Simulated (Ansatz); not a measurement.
# Thickness series of a MgB2/Be2C/MgB2 junction, part 6 of 6

Wanted: T(E), the conductance and its decay constant for MgB2/Be2C/MgB2. Both electrodes are MgB2 AlB2(0001); the barrier is Be2C fluorite(111) (whole trilayers). In the first transport cell, after relaxation, the nearest pair of electrode and barrier is B–C at 2.04 Å, along the normal, at the lower face and B–C at 2.04 Å, along the normal, at the upper one. All share a net of side 3.07 Å, which strains the lower electrode by +0.0 % and the barrier by +0.3 %, against typed lattice constants near PBE's. The first steps treat the bulk electrodes alone.

Ansatz 0.2.0; PBE DFT, plane waves, PAW files (the session's first sound run).

So far, transmission at the Fermi level (a spin, zone mean): step 4 (transmission over a wide range of energy) 0.0330; step 5 (conductance on a fine mesh, atomic planes in the barrier 6, gap between the …) 0.177; step 6 (conductance on a fine mesh, 55 atoms) 0.0311; step 8 (conductance, atomic planes in the barrier 15, gap between the electrodes 14.44 Å) 0.00251; step 9 (conductance, atomic planes in the barrier 18, gap between the electrodes 16.98 Å) 9.6e-4.

## Step 10: Comparing the runs

Times are for 4 threads of Arm Neoverse V2, shared host. The series side by side:

| no. | gap between the electrodes (Å) | junction conductance (S/m²) | resistance-area product beyond the leads (Ω um²) | time | memory (GiB) |
| --- | --- | --- | --- | --- | --- |
| 1 | 6.83 | 1.67e14 | 0.004599 | 88 s | 3.0 |
| 2 | 9.37 | 3.07e13 | 0.03116 | 1.7 min | 3.3 |
| 3 | 11.9 | 1.14e13 | 0.08641 | 1.8 min | 3.5 |
| 4 | 14.44 | 3.82e12 | 0.2602 | 2 min | 3.7 |
| 5 | 16.98 | 1.55e12 | 0.6422 | 2 min | 4.0 |

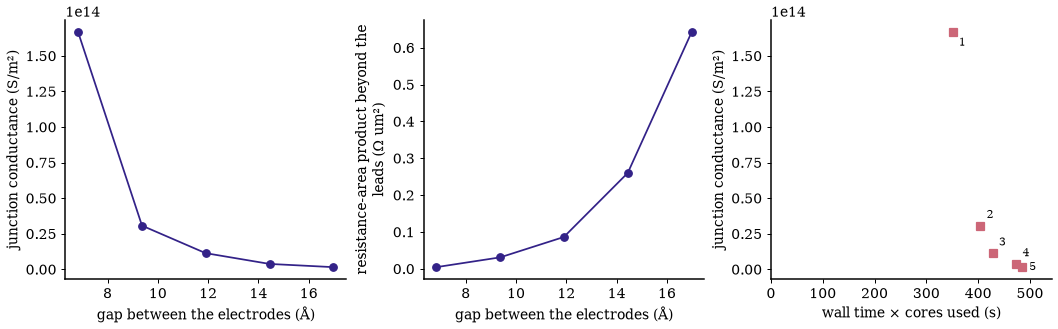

The series as plots; the last panel sets the first result against cost, with the runs numbered as in the table.

The runs together. The transmission, zone mean by energy, zero at the Fermi level:

| energy (eV) | 6.83 | 9.37 | 11.9 | 14.44 | 16.98 |
| --- | --- | --- | --- | --- | --- |
| -0.260 | 0.149 | 0.0326 | 0.0127 | 0.00532 | 0.00476 |
| -0.223 | 0.153 | 0.0305 | 0.0140 | 0.00944 | 0.00730 |
| -0.185 | 0.141 | 0.0300 | 0.0113 | 0.00576 | 0.00341 |
| -0.147 | 0.150 | 0.0387 | 0.0111 | 0.00571 | 0.00328 |
| -0.110 | 0.151 | 0.0329 | 0.0208 | 0.0137 | 0.0110 |
| -0.072 | 0.161 | 0.0297 | 0.0140 | 0.00598 | 0.00246 |
| -0.035 | 0.172 | 0.0299 | 0.0114 | 0.00355 | 0.00146 |
| 0.003 | 0.177 | 0.0311 | 0.00905 | 0.00251 | 9.6e-4 |
| 0.040 | 0.182 | 0.0350 | 0.0139 | 0.00343 | 0.00114 |
| 0.077 | 0.183 | 0.0315 | 0.0104 | 0.00203 | 6.8e-4 |
| 0.115 | 0.175 | 0.0310 | 0.0118 | 0.00183 | 6.5e-4 |
| 0.152 | 0.176 | 0.0308 | 0.0117 | 0.00178 | 6.2e-4 |
| 0.190 | 0.176 | 0.0289 | 0.0103 | 0.00168 | 5.5e-4 |
| 0.228 | 0.177 | 0.0290 | 0.00915 | 0.00170 | 5.4e-4 |
| 0.265 | 0.171 | 0.0296 | 0.00820 | 0.00170 | 5.3e-4 |

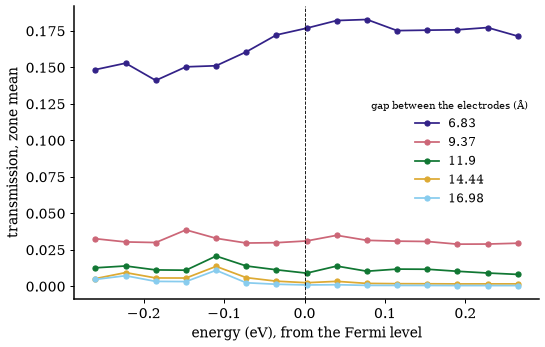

Transmission, zone mean against energy.

## Step 11: Fit against thickness

This step: Fit of the logarithm of the conductance against the barrier's thickness, from PBE DFT, plane waves, PAW files (Ansatz 0.2.0).

No new run: the logarithm is fitted against the thickness.

This step gave:

* decay constant of the conductance: 0.45 Å⁻¹
* r.m.s. misfit of ln G: 0.2

From the end points alone, β = ln(1.67e+14 / 1.55e+12) / 10.15 Å = 4.68 / 10.15 Å = 0.46 Å⁻¹. One end point carries an error estimate of 80 %; a factor of 1.8 on it would move β by 0.06 Å⁻¹.

## Step 12: A repeat with changed settings, 55 atoms

This step: PBE DFT, plane waves, PAW files; ballistic transmission by layer matching between semi-infinite leads; changed: kpoints.mp_grid.grid = [10, 10, 1] (Ansatz 0.2.0).

System of this step: MgB2/Be2C/MgB2. The cell holds 55 atoms: 32 B, 14 Mg, 6 Be and 3 C. Cell: a = 3.070 Å, b = 3.070 Å, c = 72.744 Å, α = 90.0°, β = 90.0°, γ = 120.0°. Regions: left electrode, 23 atoms (16 B and 7 Mg); barrier, 9 atoms (6 Be and 3 C); right electrode, 23 atoms (16 B and 7 Mg). Vacuum lies along c.

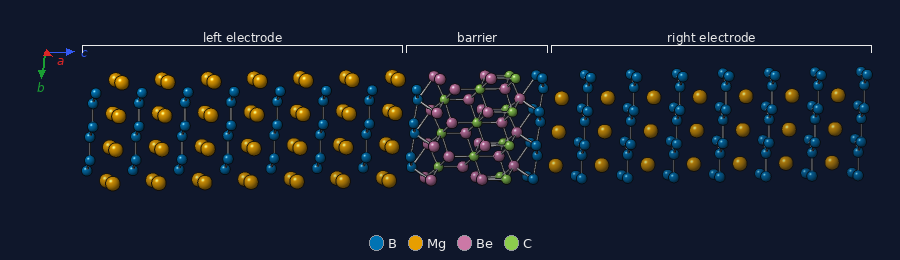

The cell of this step (boron blue, magnesium orange, beryllium pink, carbon green). Bonds to atoms that aren't drawn are left out. 1×3×1 cells are drawn. Some periodic images of atoms are drawn too.

It is meant to test whether the SCF mesh is converged. Where the input is shown as a difference, that is against the step before, not the twin.

input.yaml

```yaml
crystal:
  lattice:
    - [3.07, 0.0, 0.0]
    - [-1.535, 2.6586979896, 0.0]
    - [0.0, 0.0, 72.7436880969]
  atoms:
    - { symbol: B, position: [0.33333333, 0.66666667, 0.0962282802] }
    - { symbol: B, position: [0.66666667, 0.33333333, 0.0962282802] }
    - { symbol: Mg, position: [0.0, 0.0, 0.1204374163] }
    - { symbol: B, position: [0.33333333, 0.66666667, 0.1446465525] }
    - { symbol: B, position: [0.66666667, 0.33333333, 0.1446465525] }
    - { symbol: Mg, position: [0.0, 0.0, 0.1688556886] }
    - { symbol: B, position: [0.33333333, 0.66666667, 0.1930648248] }
    - { symbol: B, position: [0.66666667, 0.33333333, 0.1930648248] }
    - { symbol: Mg, position: [0.0, 0.0, 0.2172739609] }
    - { symbol: B, position: [0.33333333, 0.66666667, 0.2414830971] }
    - { symbol: B, position: [0.66666667, 0.33333333, 0.2414830971] }
    - { symbol: Mg, position: [0.0, 0.0, 0.2656922332] }
    - { symbol: B, position: [0.33333333, 0.66666667, 0.2899013694] }
    - { symbol: B, position: [0.66666667, 0.33333333, 0.2899013694] }
    - { symbol: Mg, position: [0.0, 0.0, 0.3141105055] }
    - { symbol: B, position: [0.33333333, 0.66666667, 0.3383196417] }
    - { symbol: B, position: [0.66666667, 0.33333333, 0.3383196417] }
    - { symbol: Mg, position: [0.0, 0.0, 0.3625287778] }
    - { symbol: B, position: [0.33333333, 0.66666667, 0.3867379139] }
    - { symbol: B, position: [0.66666667, 0.33333333, 0.3867379139] }
    - { symbol: Mg, position: [0.0, 0.0, 0.4109470501] }
    - { symbol: B, position: [0.33333333, 0.66666667, 0.437706876] }
    - { symbol: B, position: [0.66666667, 0.33333333, 0.4335338432] }
    - { symbol: Be, position: [0.0, 0.0, 0.4549035397] }
    - { symbol: C, position: [0.33333333, 0.66666667, 0.4658056735] }
    - { symbol: Be, position: [0.66666667, 0.33333333, 0.4735782936] }
    - { symbol: Be, position: [0.33333333, 0.66666667, 0.491547954] }
    - { symbol: C, position: [0.66666667, 0.33333333, 0.5000000018] }
    - { symbol: Be, position: [0.0, 0.0, 0.5084520447] }
    - { symbol: Be, position: [0.66666667, 0.33333333, 0.5264217022] }
    - { symbol: C, position: [0.0, 0.0, 0.534194327] }
    - { symbol: Be, position: [0.33333333, 0.66666667, 0.5450964591] }
    - { symbol: B, position: [0.66666667, 0.33333333, 0.566466156] }
    - { symbol: B, position: [0.0, 0.0, 0.5622931173] }
    - { symbol: Mg, position: [0.33333333, 0.66666667, 0.5890529499] }
    - { symbol: B, position: [0.66666667, 0.33333333, 0.6132620861] }
    - { symbol: B, position: [0.0, 0.0, 0.6132620861] }
    - { symbol: Mg, position: [0.33333333, 0.66666667, 0.6374712222] }
    - { symbol: B, position: [0.66666667, 0.33333333, 0.6616803583] }
    - { symbol: B, position: [0.0, 0.0, 0.6616803583] }
    - { symbol: Mg, position: [0.33333333, 0.66666667, 0.6858894945] }
    - { symbol: B, position: [0.66666667, 0.33333333, 0.7100986306] }
    - { symbol: B, position: [0.0, 0.0, 0.7100986306] }
    - { symbol: Mg, position: [0.33333333, 0.66666667, 0.7343077668] }
    - { symbol: B, position: [0.66666667, 0.33333333, 0.7585169029] }
    - { symbol: B, position: [0.0, 0.0, 0.7585169029] }
    - { symbol: Mg, position: [0.33333333, 0.66666667, 0.7827260391] }
    - { symbol: B, position: [0.66666667, 0.33333333, 0.8069351752] }
    - { symbol: B, position: [0.0, 0.0, 0.8069351752] }
    - { symbol: Mg, position: [0.33333333, 0.66666667, 0.8311443114] }
    - { symbol: B, position: [0.66666667, 0.33333333, 0.8553534475] }
    - { symbol: B, position: [0.0, 0.0, 0.8553534475] }
    - { symbol: Mg, position: [0.33333333, 0.66666667, 0.8795625837] }
    - { symbol: B, position: [0.66666667, 0.33333333, 0.9037717198] }
    - { symbol: B, position: [0.0, 0.0, 0.9037717198] }
kpoints:
  mp_grid: { grid: [10, 10, 1] }
scf:
  occupations: { method: fermi_dirac, width: 0.1 }
  max_iter: 150
hamiltonian:
  xc: pbe
output:
  transmission:
    kmesh: [12, 12]
    e_range: [-2.5, 2.5]
    de: 0.1
    leads: [[9, 12], [43, 46]]
  dos: { projected: true, e_range: [-6, 5], de: 0.05 }
  write_potential: true
  write_density: true
  volumetric_format: npy
```

Run with:

```console
ansatz run input.yaml --threads 4 --pin off --max-ram 18432MiB --backend cpu --events-out ev --progress --plain --runs-dir out
```

Numbers of over 12 decimals in the logs are rounded to 6 here.

Output:

```text
[...]
Crystal: 55 atoms, lattice volume = 593.749 Å³
Basis set: ecut = 420 eV, 11547 PW (Γ)
Bands: 185, of which v1, the nominal top of the filled ones, is band 130 counted from 1 (129 counted from 0)
Symmetry: 12 space group operations
[...]
k-points: 14 of 100
[...]
SCF iter   1: F=—  HF=-33233.836075 eV  |F-HF|=—  |Δ(HF+E_count)|=         —  Δρ=9.00e-3  dr2=1.05e2  ethr=1.77e-3  ⟨swp⟩=8.4  Hψ=12832  notcnv=0  defer=431
[...]
SCF iter   9: F=-33233.440627 eV  HF=-33233.440627 eV  |F-HF|=1.23e-8  |Δ(HF+E_count)|=   8.05e-9  Δρ=6.16e-7  dr2=1.40e-8  ethr=3.85e-11  ⟨swp⟩=1.7  Hψ=5306  notcnv=0
SCF 1 converged in 9 iterations: F = -33233.440627 eV  dr2 = 1.40e-8
[...]
transmission: 114 of 1140 steps passed
transmission: 230 of 1140 steps passed
[...]
transmission: 1140 of 1140 steps passed
[...]
SCF converged after 9 iterations
Free energy (F): -33233.440627 eV
[...]
Internal energy: -33232.985547 eV  (E = F + TS)
E sigma→0 (E₀):  -33233.213087 eV
Entropy (-TS):   -0.455080 eV (-8.274 meV/atom)
Fermi energy:    6.777473 eV
[...]
--- Band table (eV; the first three rows and the last of 14) ---
  k-point 0: bands = [... 126 lower, 7.5936, 7.5936, 7.9774, 7.9774, 7.9774, 7.9774, 8.7857, 8.8186, ... 51 higher]
  k-point 1: bands = [... 126 lower, 7.2199, 7.2307, 7.2307, 7.3042, 7.6127, 7.6127, 8.9422, 8.9682, ... 51 higher]
  k-point 2: bands = [... 126 lower, 6.2978, 6.4204, 6.6926, 6.8649, 6.8649, 6.9439, 9.4108, 9.4206, ... 51 higher]
  k-point 13: bands = [... 126 lower, 5.9690, 5.9710, 6.3697, 6.4045, 6.6280, 6.6280, 7.0264, 7.0634, ... 51 higher]
--- Transmission ---
  basis      : 73 plane waves across, 60 finite elements along
  points     : 19, standing for a mesh of 12 x 12
[...]
channels       : 8.194444e-1 a spin
[...]
slowest decay  : 0.1545 /Å at (0.3333, 0.0833)
[...]
channels       : 8.194444e-1 a spin
[...]
slowest decay  : 0.1547 /Å at (0.3333, 0.0833)
  junction   : crystal 0 to crystal 1, 19.02 to 53.11 Å
    transmission   : 3.342172e-2 a spin
[...]
```

Elapsed: 71 s, on 4 threads of Arm Neoverse V2, shared host; peak memory 3.4 GiB.

This number moved little. The transmission at the Fermi level, both spins, is 0.0668 against 0.0661 in the twin: a change of +1 %.

The two runs compared:

| quantity | this run | sound run | difference |
| --- | --- | --- | --- |
| free energy (eV) | -33233.44 | -33233.44 | 6.2e-4 |
| Fermi energy (eV) | 6.7775 | 6.7602 | 0.0173 |
| transmission at the Fermi level (a spin, zone mean) | 0.033422 | 0.033038 | 3.8e-4 |
| potential step in the lower lead (meV) | 22.8 | 19.9 | 2.90 |
| potential step in the upper lead (meV) | 22.8 | 15.9 | 6.9 |

One result that differs is the potential step in the upper lead, 22.8 meV against 15.9 meV.

## Step 13: The same cell, other settings, 52 atoms

This step: PBE DFT, plane waves, PAW files; ballistic transmission by layer matching between semi-infinite leads; changed: output.transmission.e_range = [0, 2], output.transmission.de = 0.035, output.transmission.kmesh = [8, 8] (Ansatz 0.2.0).

System of this step: MgB2/Be2C/MgB2. The cell holds 52 atoms: 32 B, 14 Mg, 4 Be and 2 C. Its edges and angles: a = 3.070 Å, b = 3.070 Å, c = 70.207 Å, α = 90.0°, β = 90.0°, γ = 120.0°. Regions: left electrode, 23 atoms (16 B and 7 Mg); barrier, 6 atoms (4 Be and 2 C); right electrode, 23 atoms (16 B and 7 Mg). Vacuum lies along c.

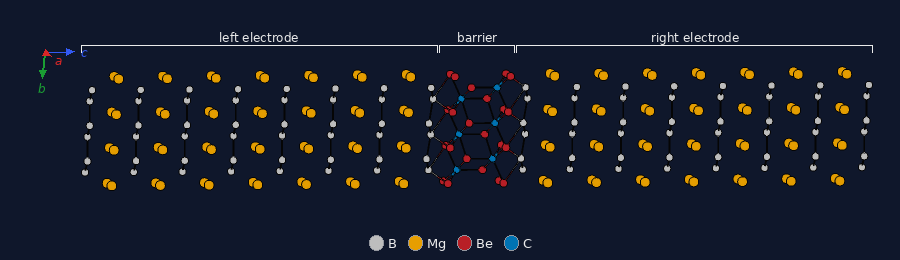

The cell of this step (boron light grey, magnesium orange, beryllium red, carbon blue). Bonds to atoms that aren't drawn are left out. 1×3×1 cells are drawn. Some periodic images of atoms are drawn too.

This run repeats an earlier one, its twin (the conductance run, 6 atomic planes between the electrodes), with three settings changed (output.transmission.kmesh, output.transmission.e_range, output.transmission.de; files written aside). It is meant to test whether the mesh across the current is converged and what the energy window and step decide. Where the input is shown as a difference, that is against the step before, not the twin.

input.yaml

```yaml
crystal:
  lattice:
    - [3.07, 0.0, 0.0]
    - [-1.535, 2.6586979896, 0.0]
    - [0.0, 0.0, 70.2068430317]
  atoms:
    - { symbol: B, position: [0.33333333, 0.66666667, 0.0997053805] }
    - { symbol: B, position: [0.66666667, 0.33333333, 0.0997053805] }
    - { symbol: Mg, position: [0.0, 0.0, 0.1247892865] }
    - { symbol: B, position: [0.33333333, 0.66666667, 0.1498731925] }
    - { symbol: B, position: [0.66666667, 0.33333333, 0.1498731925] }
    - { symbol: Mg, position: [0.0, 0.0, 0.1749570984] }
    - { symbol: B, position: [0.33333333, 0.66666667, 0.2000410044] }
    - { symbol: B, position: [0.66666667, 0.33333333, 0.2000410044] }
    - { symbol: Mg, position: [0.0, 0.0, 0.2251249104] }
    - { symbol: B, position: [0.33333333, 0.66666667, 0.2502088163] }
    - { symbol: B, position: [0.66666667, 0.33333333, 0.2502088163] }
    - { symbol: Mg, position: [0.0, 0.0, 0.2752927223] }
    - { symbol: B, position: [0.33333333, 0.66666667, 0.3003766283] }
    - { symbol: B, position: [0.66666667, 0.33333333, 0.3003766283] }
    - { symbol: Mg, position: [0.0, 0.0, 0.3254605342] }
    - { symbol: B, position: [0.33333333, 0.66666667, 0.3505444402] }
    - { symbol: B, position: [0.66666667, 0.33333333, 0.3505444402] }
    - { symbol: Mg, position: [0.0, 0.0, 0.3756283462] }
    - { symbol: B, position: [0.33333333, 0.66666667, 0.4007122521] }
    - { symbol: B, position: [0.66666667, 0.33333333, 0.4007122521] }
    - { symbol: Mg, position: [0.0, 0.0, 0.4257961581] }
    - { symbol: B, position: [0.33333333, 0.66666667, 0.4535229201] }
    - { symbol: B, position: [0.66666667, 0.33333333, 0.4491990995] }
    - { symbol: Be, position: [0.0, 0.0, 0.4713409658] }
    - { symbol: C, position: [0.33333333, 0.66666667, 0.482637036] }
    - { symbol: Be, position: [0.66666667, 0.33333333, 0.490690511] }
    - { symbol: Be, position: [0.33333333, 0.66666667, 0.5093094847] }
    - { symbol: C, position: [0.66666667, 0.33333333, 0.5173629646] }
    - { symbol: Be, position: [0.0, 0.0, 0.5286590329] }
    - { symbol: B, position: [0.33333333, 0.66666667, 0.5508008997] }
    - { symbol: B, position: [0.66666667, 0.33333333, 0.5464770729] }
    - { symbol: Mg, position: [0.0, 0.0, 0.5742038419] }
    - { symbol: B, position: [0.33333333, 0.66666667, 0.5992877479] }
    - { symbol: B, position: [0.66666667, 0.33333333, 0.5992877479] }
    - { symbol: Mg, position: [0.0, 0.0, 0.6243716538] }
    - { symbol: B, position: [0.33333333, 0.66666667, 0.6494555598] }
    - { symbol: B, position: [0.66666667, 0.33333333, 0.6494555598] }
    - { symbol: Mg, position: [0.0, 0.0, 0.6745394658] }
    - { symbol: B, position: [0.33333333, 0.66666667, 0.6996233717] }
    - { symbol: B, position: [0.66666667, 0.33333333, 0.6996233717] }
    - { symbol: Mg, position: [0.0, 0.0, 0.7247072777] }
    - { symbol: B, position: [0.33333333, 0.66666667, 0.7497911837] }
    - { symbol: B, position: [0.66666667, 0.33333333, 0.7497911837] }
    - { symbol: Mg, position: [0.0, 0.0, 0.7748750896] }
    - { symbol: B, position: [0.33333333, 0.66666667, 0.7999589956] }
    - { symbol: B, position: [0.66666667, 0.33333333, 0.7999589956] }
    - { symbol: Mg, position: [0.0, 0.0, 0.8250429016] }
    - { symbol: B, position: [0.33333333, 0.66666667, 0.8501268075] }
    - { symbol: B, position: [0.66666667, 0.33333333, 0.8501268075] }
    - { symbol: Mg, position: [0.0, 0.0, 0.8752107135] }
    - { symbol: B, position: [0.33333333, 0.66666667, 0.9002946195] }
    - { symbol: B, position: [0.66666667, 0.33333333, 0.9002946195] }
kpoints:
  mp_grid: { grid: [12, 12, 1] }
scf:
  occupations: { method: fermi_dirac, width: 0.1 }
  max_iter: 150
hamiltonian:
  xc: pbe
output:
  transmission:
    kmesh: [8, 8]
    e_range: [0, 2]
    de: 0.035
    leads: [[9, 12], [40, 43]]
```

Output:

```text
[...]
Crystal: 52 atoms, lattice volume = 573.042 Å³
Basis set: ecut = 420 eV, 11155 PW (Γ)
Bands: 178, of which v1, the nominal top of the filled ones, is band 126 counted from 1 (125 counted from 0)
Symmetry: 12 space group operations
[...]
k-points: 19 of 144
[...]
SCF iter   1: F=—  HF=-32796.649262 eV  |F-HF|=—  |Δ(HF+E_count)|=         —  Δρ=7.70e-3  dr2=6.91e1  ethr=1.77e-3  ⟨swp⟩=7.8  Hψ=15912  notcnv=0  defer=464
[...]
SCF iter   8: F=-32796.384069 eV  HF=-32796.384069 eV  |F-HF|=2.72e-8  |Δ(HF+E_count)|=   4.79e-8  Δρ=9.55e-7  dr2=3.33e-8  ethr=3.97e-11  ⟨swp⟩=23.1  Hψ=20284  notcnv=0
SCF 1 converged in 8 iterations: F = -32796.384069 eV  dr2 = 3.33e-8
[...]
transmission: 54 of 540 steps passed
transmission: 108 of 540 steps passed
[...]
transmission: 540 of 540 steps passed
SCF converged after 8 iterations
Free energy (F): -32796.384069 eV
[...]
Internal energy: -32795.965634 eV  (E = F + TS)
E sigma→0 (E₀):  -32796.174852 eV
Entropy (-TS):   -0.418435 eV (-8.047 meV/atom)
Fermi energy:    6.670139 eV
[...]
--- Band table (eV; the first three rows and the last of 19) ---
  k-point 0: bands = [... 122 lower, 7.4921, 7.4921, 7.9796, 7.9796, 7.9796, 7.9796, 8.6795, 8.7351, ... 48 higher]
  k-point 1: bands = [... 122 lower, 7.1617, 7.3136, 7.4452, 7.4453, 7.7175, 7.7175, 8.7877, 8.8376, ... 48 higher]
  k-point 2: bands = [... 122 lower, 6.4756, 6.4776, 6.8751, 7.0567, 7.1266, 7.1266, 9.1173, 9.1500, ... 48 higher]
  k-point 18: bands = [... 122 lower, 5.7927, 5.7927, 6.2380, 6.2380, 6.5044, 6.5044, 6.9507, 6.9507, ... 48 higher]
--- Transmission ---
  basis      : 73 plane waves across, 54 finite elements along
  points     : 10, standing for a mesh of 8 x 8
[...]
channels       : 9.375000e-1 a spin
[...]
slowest decay  : 0.1612 /Å at (0.3750, 0.0000)
[...]
channels       : 9.375000e-1 a spin
[...]
slowest decay  : 0.1613 /Å at (0.3750, 0.0000)
  junction   : crystal 0 to crystal 1, 19.02 to 50.57 Å
    transmission   : 2.859597e-1 a spin
[...]
```

It took 50 s on 4 threads; peak memory 3 GiB.

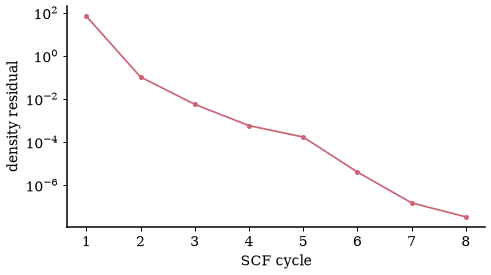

Residual by cycle in this run.

The run finished with changed settings (output.transmission.e_range = [0, 2], output.transmission.de = 0.035 and output.transmission.kmesh = [8, 8]); it serves as a test.

The transmission at the Fermi level, both spins, is 0.572 against 0.354 in the twin: a change of +62 %, at 0.60 times the CPU time.

The two runs compared:

| quantity | this run | sound run | difference |
| --- | --- | --- | --- |
| transmission at the Fermi level (a spin, zone mean) | 0.28596 | 0.17691 | 0.109 |
| channels of the lower lead | 0.9375 | 0.75778 | 0.180 |
| channels of the upper lead | 0.9375 | 0.75778 | 0.180 |

The two runs differ clearly in the transmission at the Fermi level (a spin, zone mean): 0.286 against 0.177.

## Step 14: What came out

```yaml
1_g_at_6p83_a_gap: 0.00600 Ω um²
1_g_at_17p0_a_gap: 0.644 Ω um²
decay_constant_beta: 0.45 Å⁻¹
```

In words: A fit of ln G against d gives β = 0.45 Å⁻¹, and step by step the slopes are 0.67, 0.39, 0.43 and 0.35 Å⁻¹. They differ by more than a fifth, so the fit is an average; how much of this is a real bend and how much error of the runs wasn't traced. A transmission of 0.033 across 9.4 Å is too high for tunnelling deep in a gap, so the spacer works as a low barrier at best. The program's largest error estimate on these conductances is 144 %, from the leads' potential steps, in the run that gave 3.1e13 S/m², so that value may be off by a large factor, and what is derived from it shares the doubt. No spin-orbit coupling, phonons, disorder or image charges enter; the interfaces are ordered, one cell wide and lattice-matched by strain. Semilocal gaps are too small, which can bring a band edge of the barrier nearer to the Fermi level than it is.

[Logs are printed without paths, hosts, clocks, repeated set-up lines and the standing remarks that a program may print on its own settings, such as how far it seeks lower states.]

[Hosts, paths, dates, database ids (printed as entryN), source tags and the programs' standing remarks are cut or masked in the printed files.]
